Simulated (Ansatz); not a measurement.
## Geometry relaxation, with input and output: Ni$_{2}$Si (part 1 of 2)

- system: Ni$_{2}$Si (Pnma, 12 atoms in the cell)
- method: DFT PBE, scalar-relativistic, plane waves, PAW, no spin polarisation (Ansatz 0.2.0)

The structure derives from an entry of the Crystallography Open Database. It belongs to a series of runs on one base structure; here: volume × 0.97, shape and atoms relaxed. Figures and captions count atoms from 1; the log counts them from 0 in places.

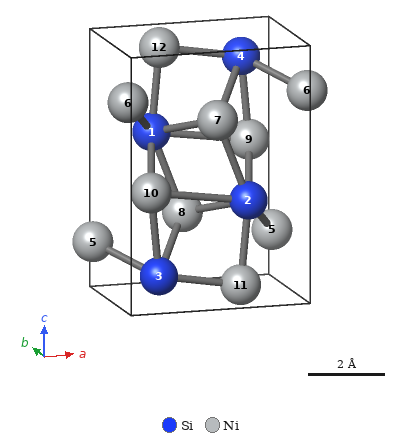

The structure as given in the input (ball-and-stick view of the cell of the calculation, seen slightly off an axis; atoms are numbered from 1 in the order of the input). An atom can appear more than once, as a periodic image.

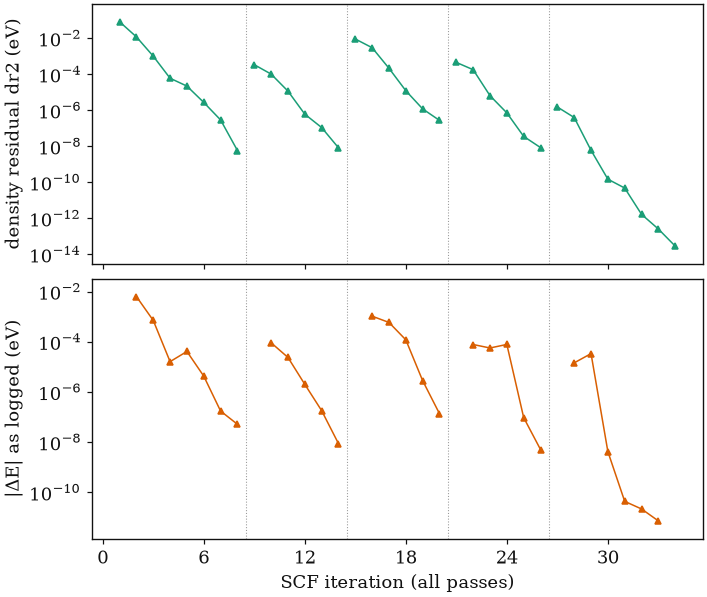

Convergence of the self-consistent field: density residual dr2 and size of the energy change against the SCF iteration. The dotted lines part the SCF passes of the relaxation: geometry steps, rejected trials and re-solves on a re-selected basis. The 5 passes take 6 to 8 iterations each, 34 in all.

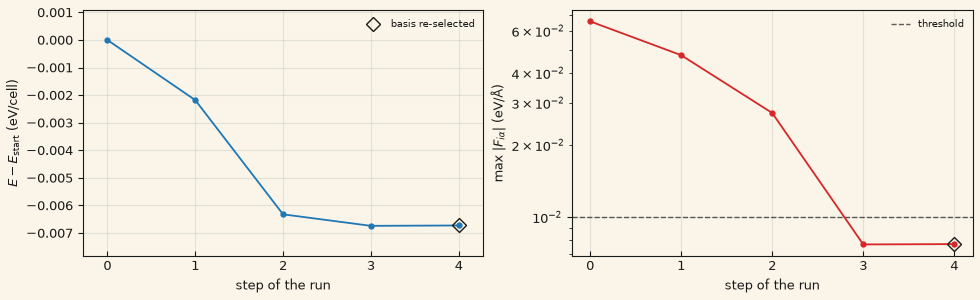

Progress of the relaxation, step by step (the first geometry is step 0 here and step 1 in the log).

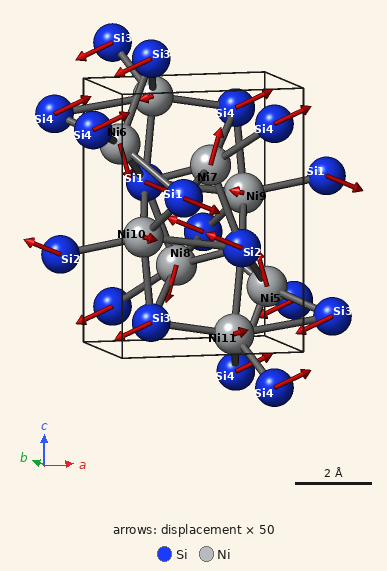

The starting structure with the displacements (without the part carried along by the change of the cell) as red arrows, magnified 50 times (ball-and-stick view of the cell of the calculation, with bonded neighbours outside it, seen slightly off an axis). After 3 geometry steps the energy has fallen by 6.7 meV per cell of the calculation. Largest force component: 0.066 eV/Å at the start, 0.0077 eV/Å at the end. The pressure goes from 6.68 to 6.14 GPa. The largest moves relative to the cell, 0.022 Å, are those of Si1, Si2, Si3 and Si4. By element the largest moves are Si 0.022 Å, Ni 0.021 Å. The drawn cell changes at constant volume: a 4.971 → 4.937 Å (−0.7 %), b 3.692 → 3.708 Å (+0.4 %), c 7.005 → 7.024 Å (+0.3 %). Among the contacts that change: Si1–Ni9 2.730 → 2.682 Å, Si1–Ni10 2.292 → 2.298 Å, Si1–Ni8 2.391 → 2.396 Å, Si1–Ni6 2.554 → 2.558 Å. The space group stays Pnma (No. 62). A last SCF at the same geometry on a re-selected plane-wave basis shifts the energy by +0.0 meV per cell of the calculation. (Atoms are counted from 1 in the order of the input.)

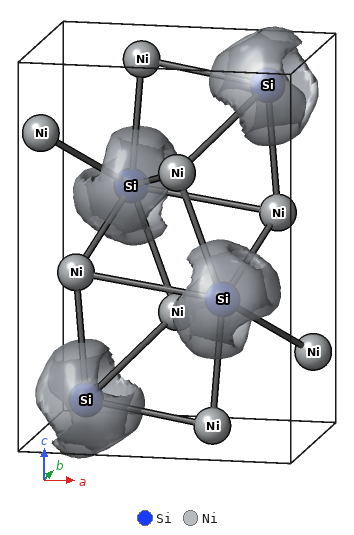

Isosurface of the ELF at 0.6 (grey), seen slightly off an axis. Only the valence region is drawn (cores and ρ < 0.01 e/Å³ removed). Sticks mark near contacts. The outline is the cell set on symmetry axes. Values along the shortest contacts: Si–Ni (2.30 Å): the ELF is about 0.45 at the midpoint. Si–Ni (2.40 Å): the ELF is about 0.45 at the midpoint. Core electrons are frozen (PAW), so the fields are smoothed inside the atomic spheres.

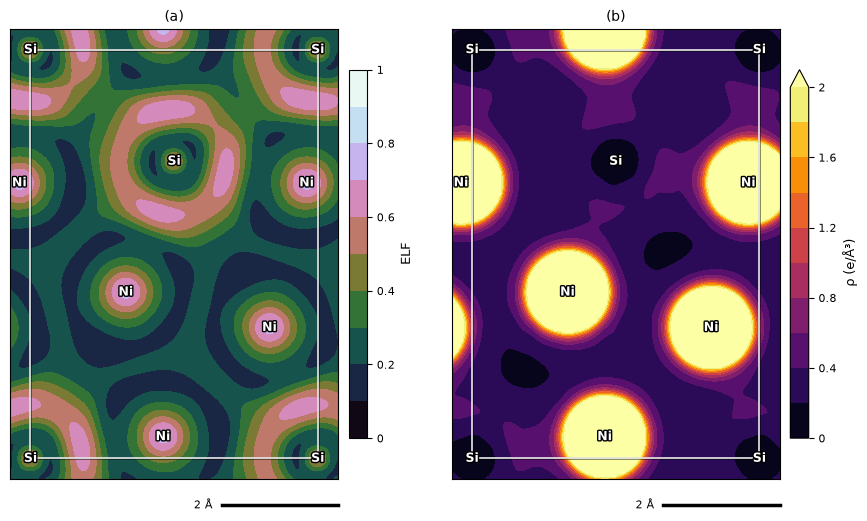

(a) ELF; (b) valence electron density on the (010) plane of the conventional cell. The section cuts through Si and Ni sites. Si–Ni (2.31 Å): ρ at the midpoint is about 0.47 e/Å³; the ELF is about 0.45 at the midpoint. Si–Ni (2.40 Å): ρ at the midpoint is about 0.41 e/Å³; the ELF is about 0.45 at the midpoint. Away from the nuclei the density in this plane falls to 0.17 e/Å³ at its lowest. The strong features right at Ni lie inside the PAW spheres (semicore, d or f shells) and say nothing about bonding.

The input and output of the run follow.

**Input**
```yaml
crystal:
  lattice:
    - [4.9713304157, 0.0, 0.0]
    - [0.0, 3.692230927, 0.0]
    - [0.0, 0.0, 7.0050683302]
  atoms:
    - { symbol: Si, position: [0.2867796788, 0.75, 0.614710862] }
    - { symbol: Si, position: [0.7132203212, 0.25, 0.385289138] }
    - { symbol: Si, position: [0.2132203212, 0.25, 0.114710862] }
    - { symbol: Si, position: [0.7867796788, 0.75, 0.885289138] }
    - { symbol: Ni, position: [0.9593959776, 0.75, 0.2038409279] }
    - { symbol: Ni, position: [0.0406040224, 0.25, 0.7961590721] }
    - { symbol: Ni, position: [0.5406040224, 0.25, 0.7038409279] }
    - { symbol: Ni, position: [0.4593959776, 0.75, 0.2961590721] }
    - { symbol: Ni, position: [0.8305792014, 0.75, 0.5603012839] }
    - { symbol: Ni, position: [0.1694207986, 0.25, 0.4396987161] }
    - { symbol: Ni, position: [0.6694207986, 0.25, 0.0603012839] }
    - { symbol: Ni, position: [0.3305792014, 0.75, 0.9396987161] }
basis:
  ecutwfc: 420
kpoints:
  mp_grid: { grid: [8, 10, 6] }
hamiltonian:
  xc: pbe
scf:
  occupations: { method: gaussian, width: 0.1 }
output:
  forces: true
  stress: true
  eigenvalues: true
  write_density: true
  write_potential: true
  elf: true
  volumetric_format: npy
relax:
  adjacent_minimum: "off"
  f_tol: 0.01
  max_steps: 30
  cell: { stress_tol: 0.1, fix: [volume] }
```

Launch command:
```bash
ansatz run input.yaml --threads 4 --pin off --max-ram 10240MiB --backend cpu --events-out ev --progress --plain --runs-dir out
```

**Output**
```
Engine: ansatz 0.2.0, x86_64-unknown-linux-gnu
Pseudopotentials: kind: paw
Pseudopotential: Si, paw, valence charge 4, recommended cutoff 420 eV (normal), Si.paw.azcp
Pseudopotential: Ni, paw, valence charge 18, recommended cutoff 420 eV (normal), Ni.paw.azcp
Functional definition: PBE
  parameter kappa = 0.804
  parameter beta = 0.06672455060314922
  exchange = pbe_x(kappa = kappa, mu = beta*pi^2/3)
  correlation = pbe_c(beta = beta)
Crystal: 12 atoms, lattice volume = 128.580 Å³
Basis set: ecut = 420 eV, 2511 PW (Γ), exchange–correlation on 72×50×96 points (8 copies of the dense FFT grid, shifted against one another)
Bands: 96, of which v1, the nominal top of the filled ones, is band 80 counted from 1 (79 counted from 0)
Symmetry: 8 space group operations
Space group: Pnma (ITA 62), of the structure as read, at distance tolerance 5.0e-5 Å
k-points: 120 of 480
Non-local potential: Si, projectors of the file, l = 0: 2, l = 1: 2, l = 2: 2
Non-local potential: Ni, projectors of the file, l = 0: 3, l = 1: 2, l = 2: 3, l = 3: 1
PAW form: soft (Blöchl's): semilocal exchange-correlation on the pseudo side does not see the compensation charge
PAW one-centre angular grid: Si, 110 points (default); XC on 64 Gauss nodes
PAW one-centre angular grid: Ni, 590 points (default); XC on 64 Gauss nodes
Initial density: superposition of atomic densities (neutral atoms: chi_scale 0, normalization atom), corrected by the library's trained network
Initial wavefunctions: pseudopotential atomic-orbital guess
Functional: x = pbe(κ = 0.804, μ = 0.2195149727645171), c = pbe(β = 0.06672455060314922)
SCF iter   1: F=—  HF=-49267.512266 eV  |F-HF|=—  |Δ(HF+E_count)|=         —  Δρ=9.83e-3  dr2=8.23e-2  ethr=1.77e-3  ⟨swp⟩=5.1  Hψ=40539  notcnv=0  defer=73
preconditioner: auto → Kerker (q_TF=auto, 2.830 Å⁻¹)  [metal: Δε(μ)=0.013 eV  Ē_g=7.384 eV  σ=0.100 eV  W_gap=0.07  n_scr=52 (ndim 8)  ℏωp=32.1 eV  f_vac=0.000  D(μ)=5.81/eV (n_scr^D=52)]
SCF iter   2: F=—  HF=-49267.505968 eV  |F-HF|=—  |Δ(HF+E_count)|=   6.30e-3  Δρ=3.60e-3  dr2=1.19e-2  ethr=5.14e-5  ⟨swp⟩=2.0  Hψ=14184  notcnv=0  defer=283
SCF iter   3: F=—  HF=-49267.505263 eV  |F-HF|=—  |Δ(HF+E_count)|=   7.05e-4  Δρ=8.41e-4  dr2=1.01e-3  ethr=7.46e-6  ⟨swp⟩=1.4  Hψ=10656  notcnv=0  defer=283
SCF iter   4: F=—  HF=-49267.505247 eV  |F-HF|=—  |Δ(HF+E_count)|=   1.61e-5  Δρ=2.45e-4  dr2=6.00e-5  ethr=6.30e-7  ⟨swp⟩=2.5  Hψ=17308  notcnv=0  defer=283
SCF iter   5: F=—  HF=-49267.505206 eV  |F-HF|=—  |Δ(HF+E_count)|=   4.09e-5  Δρ=1.65e-4  dr2=2.20e-5  ethr=3.75e-8  ⟨swp⟩=2.0  Hψ=17344  notcnv=0  defer=283
SCF iter   6: F=—  HF=-49267.505202 eV  |F-HF|=—  |Δ(HF+E_count)|=   4.26e-6  Δρ=5.31e-5  dr2=2.73e-6  ethr=1.37e-8  ⟨swp⟩=2.0  Hψ=15464  notcnv=0  defer=283
SCF iter   7: F=—  HF=-49267.505202 eV  |F-HF|=—  |Δ(HF+E_count)|=   1.73e-7  Δρ=1.39e-5  dr2=2.90e-7  ethr=1.71e-9  ⟨swp⟩=2.4  Hψ=18539  notcnv=0  defer=283
SCF iter   8: F=-49267.505202 eV  HF=-49267.505202 eV  |F-HF|=5.88e-9  |Δ(HF+E_count)|=   5.15e-8  Δρ=2.33e-6  dr2=5.82e-9  ethr=6.25e-11  ⟨swp⟩=12.4  Hψ=82954  notcnv=0
SCF 1 converged in 8 iterations: F = -49267.505202 eV  dr2 = 5.82e-9
  greatest PAW one-centre occupation: 1.001 electrons in one spin orbital (limit 2), on the Ni atom at site 7 (counted from 0), in its partial waves of l = 1
relax step   1: F+E_penalty+E_count = -49267.50520193 eV  Δ(F+E_penalty+E_count) = +0.000e0 eV  max|allowed force component| = 6.581e-2 eV/Å  Δτ_max = 0.0000 Å  P = +6.678 GPa  Ω = 128.580 Å³  fix = [volume]  reactions: volume +6.678 GPa  (8 SCF iters, dr2 threshold 1.00e-7 eV, accepted)
Basis set: ecut = 420 eV, 2503 PW (Γ), exchange–correlation on 72×50×96 points (8 copies of the dense FFT grid, shifted against one another)
Initial density: handed on by an earlier stage of this run
Initial wavefunctions: those handed on with the density
iter 1 solved again at ethr=2.25e-7 eV; its pass at ethr=3.10e-3 eV (dr2=3.60e-4 eV) is discarded
SCF iter   1: F=—  HF=-49267.507498 eV  |F-HF|=—  |Δ(HF+E_count)|=         —  Δρ=5.30e-4  dr2=3.40e-4  ethr=2.25e-7  ⟨swp⟩=2.0  Hψ=44785  notcnv=0
preconditioner: auto → Kerker (q_TF=auto, 2.830 Å⁻¹)  [metal: Δε(μ)=0.016 eV  Ē_g=7.381 eV  σ=0.100 eV  W_gap=0.09  n_scr=52 (ndim 8)  ℏωp=32.1 eV  f_vac=0.000  D(μ)=6.02/eV (n_scr^D=52)]
SCF iter   2: F=—  HF=-49267.507407 eV  |F-HF|=—  |Δ(HF+E_count)|=   9.08e-5  Δρ=2.60e-4  dr2=1.02e-4  ethr=2.13e-7  ⟨swp⟩=1.0  Hψ=11520  notcnv=0
SCF iter   3: F=—  HF=-49267.507383 eV  |F-HF|=—  |Δ(HF+E_count)|=   2.37e-5  Δρ=8.66e-5  dr2=1.16e-5  ethr=6.40e-8  ⟨swp⟩=2.7  Hψ=19024  notcnv=0
SCF iter   4: F=—  HF=-49267.507381 eV  |F-HF|=—  |Δ(HF+E_count)|=   2.01e-6  Δρ=2.72e-5  dr2=6.08e-7  ethr=7.25e-9  ⟨swp⟩=2.5  Hψ=16559  notcnv=0
iter 5 did not close the SCF: its close was put off for the readings that it lacked (scf_convergence_deferred on its scf_iter line)
SCF iter   5: F=-49267.507381 eV  HF=-49267.507381 eV  |F-HF|=1.15e-7  |Δ(HF+E_count)|=   1.80e-7  Δρ=1.13e-5  dr2=1.10e-7  ethr=3.80e-10  ⟨swp⟩=2.1  Hψ=18450  notcnv=0
SCF iter   6: F=-49267.507381 eV  HF=-49267.507381 eV  |F-HF|=6.70e-9  |Δ(HF+E_count)|=   8.77e-9  Δρ=3.08e-6  dr2=8.28e-9  ethr=6.89e-11  ⟨swp⟩=5.9  Hψ=73266  notcnv=0
SCF 2 converged in 6 iterations: F = -49267.507381 eV  dr2 = 8.28e-9
relax step   2: F+E_penalty+E_count = -49267.50738125 eV  Δ(F+E_penalty+E_count) = -2.179e-3 eV  max|allowed force component| = 4.754e-2 eV/Å  Δτ_max = 0.0041 Å  P = +6.580 GPa  Ω = 128.580 Å³  energy of the carried Pulay correction = +1.522e-17 eV  fix = [volume]  reactions: volume +6.580 GPa  (6 SCF iters, dr2 threshold 4.52e-7 eV, accepted)
iter 1 solved again at ethr=5.90e-6 eV; its pass at ethr=3.10e-3 eV (dr2=9.43e-3 eV) is discarded
SCF iter   1: F=—  HF=-49267.513274 eV  |F-HF|=—  |Δ(HF+E_count)|=         —  Δρ=2.75e-3  dr2=9.09e-3  ethr=5.90e-6  ⟨swp⟩=1.9  Hψ=53952  notcnv=0
preconditioner: auto → Kerker (q_TF=auto, 2.830 Å⁻¹)  [metal: Δε(μ)=0.006 eV  Ē_g=7.376 eV  σ=0.100 eV  W_gap=0.04  n_scr=52 (ndim 8)  ℏωp=32.1 eV  f_vac=0.000  D(μ)=6.32/eV (n_scr^D=56)]
SCF iter   2: F=—  HF=-49267.512233 eV  |F-HF|=—  |Δ(HF+E_count)|=   1.04e-3  Δρ=1.42e-3  dr2=2.98e-3  ethr=5.68e-6  ⟨swp⟩=1.0  Hψ=11520  notcnv=0
SCF iter   3: F=—  HF=-49267.511647 eV  |F-HF|=—  |Δ(HF+E_count)|=   5.86e-4  Δρ=3.55e-4  dr2=2.15e-4  ethr=1.86e-6  ⟨swp⟩=2.7  Hψ=18751  notcnv=0
SCF iter   4: F=—  HF=-49267.511527 eV  |F-HF|=—  |Δ(HF+E_count)|=   1.19e-4  Δρ=1.30e-4  dr2=1.22e-5  ethr=1.35e-7  ⟨swp⟩=2.1  Hψ=18026  notcnv=0
SCF iter   5: F=—  HF=-49267.511525 eV  |F-HF|=—  |Δ(HF+E_count)|=   2.81e-6  Δρ=3.99e-5  dr2=1.19e-6  ethr=7.61e-9  ⟨swp⟩=2.0  Hψ=17744  notcnv=0
SCF iter   6: F=-49267.511524 eV  HF=-49267.511525 eV  |F-HF|=2.64e-7  |Δ(HF+E_count)|=   1.36e-7  Δρ=1.64e-5  dr2=2.74e-7  ethr=1.74e-10  ⟨swp⟩=10.4  Hψ=90805  notcnv=0
SCF 3 converged in 6 iterations: F = -49267.511524 eV  dr2 = 2.74e-7
  Residual-converged pass: ⟨swp⟩=1.0  Hψ=12003  notcnv=0  max |occ|·‖R‖ = 7.1e-9 eV (tolerance 1.0e-8 eV)  dr2=2.74e-7  dr2_onsite=9.54e-8  max |Δocc| = 1.3e-10
relax step   3: F+E_penalty+E_count = -49267.51152424 eV  Δ(F+E_penalty+E_count) = -4.143e-3 eV  max|allowed force component| = 2.727e-2 eV/Å  Δτ_max = 0.0239 Å  P = +6.105 GPa  Ω = 128.580 Å³  energy of the carried Pulay correction = +1.522e-17 eV  fix = [volume]  reactions: volume +6.105 GPa  (6 SCF iters, dr2 threshold 2.79e-7 eV, accepted)
iter 1 solved again at ethr=2.93e-7 eV; its pass at ethr=3.10e-3 eV (dr2=4.68e-4 eV) is discarded
SCF iter   1: F=—  HF=-49267.512153 eV  |F-HF|=—  |Δ(HF+E_count)|=         —  Δρ=5.96e-4  dr2=4.55e-4  ethr=2.93e-7  ⟨swp⟩=2.1  Hψ=45598  notcnv=0
preconditioner: auto → Kerker (q_TF=auto, 2.830 Å⁻¹)  [metal: Δε(μ)=0.002 eV  Ē_g=7.373 eV  σ=0.100 eV  W_gap=0.01  n_scr=52 (ndim 8)  ℏωp=32.1 eV  f_vac=0.000  D(μ)=6.39/eV (n_scr^D=56)]
SCF iter   2: F=—  HF=-49267.512076 eV  |F-HF|=—  |Δ(HF+E_count)|=   7.73e-5  Δρ=3.35e-4  dr2=1.79e-4  ethr=2.85e-7  ⟨swp⟩=1.0  Hψ=11520  notcnv=0
SCF iter   3: F=—  HF=-49267.512020 eV  |F-HF|=—  |Δ(HF+E_count)|=   5.63e-5  Δρ=6.40e-5  dr2=6.45e-6  ethr=1.12e-7  ⟨swp⟩=2.1  Hψ=16496  notcnv=0
SCF iter   4: F=—  HF=-49267.511942 eV  |F-HF|=—  |Δ(HF+E_count)|=   7.80e-5  Δρ=2.95e-5  dr2=7.16e-7  ethr=4.03e-9  ⟨swp⟩=2.0  Hψ=17225  notcnv=0
iter 5 did not close the SCF: its close was put off for the readings that it lacked (scf_convergence_deferred on its scf_iter line)
SCF iter   5: F=-49267.511941 eV  HF=-49267.511941 eV  |F-HF|=2.16e-8  |Δ(HF+E_count)|=   9.49e-8  Δρ=6.25e-6  dr2=3.54e-8  ethr=4.48e-10  ⟨swp⟩=2.1  Hψ=20523  notcnv=0
SCF iter   6: F=-49267.511941 eV  HF=-49267.511941 eV  |F-HF|=7.84e-9  |Δ(HF+E_count)|=   5.08e-9  Δρ=3.15e-6  dr2=8.47e-9  ethr=2.21e-11  ⟨swp⟩=5.9  Hψ=72298  notcnv=0
SCF 4 converged in 6 iterations: F = -49267.511941 eV  dr2 = 8.47e-9
  greatest PAW one-centre occupation: 1.001 electrons in one spin orbital (limit 2), on the Ni atom at site 5 (counted from 0), in its partial waves of l = 1
relax step   4: F+E_penalty+E_count = -49267.51194148 eV  Δ(F+E_penalty+E_count) = -4.172e-4 eV  max|allowed force component| = 7.702e-3 eV/Å  Δτ_max = 0.0054 Å  P = +6.135 GPa  Ω = 128.580 Å³  energy of the carried Pulay correction = +1.522e-17 eV  fix = [volume]  reactions: volume +6.135 GPa  (6 SCF iters, dr2 threshold 1.30e-7 eV, accepted)
Initial wavefunctions: pseudopotential atomic-orbital guess (no wavefunctions were taken with the density)
iter 1 solved again at ethr=3.49e-7 eV; its pass at ethr=3.10e-3 eV (dr2=5.58e-4 eV) is discarded
```
